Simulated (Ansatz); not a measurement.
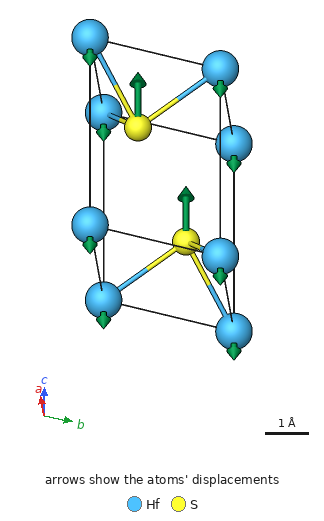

Phonons of solid HfS$_{2}$ relaxed at 18 GPa, at the zone centre. The optical levels lie at 199 (×2), 280 (×2), 359, 402 cm⁻¹. One mode is drawn. The green arrows are the displacements of the atoms (eigenvector over the root of the mass), of arbitrary overall length and sign. The picture is a ball-and-stick view of the cell of the calculation, seen from a free direction.

The calculation used Ansatz, DFT PBEsol, scalar-relativistic, plane waves, PAW. (plane-wave cutoff 420 eV; k-point mesh 12 × 12 × 8; occupations fermi dirac; smearing width 0.15 eV; target pressure 18 GPa; no spin polarisation)

The frequencies depend somewhat on the k-mesh and the smearing.

> To which level does it belong?

The level at 359 cm⁻¹. This is the A₂u mode, optical level 3 of 4, counted from below, infrared-active by symmetry. The S sublattice moves against the Hf sublattice, along c; the kinetic energy is shared as S 74 %, Hf 26 %. The crystal is a metal, so free carriers screen the infrared response.
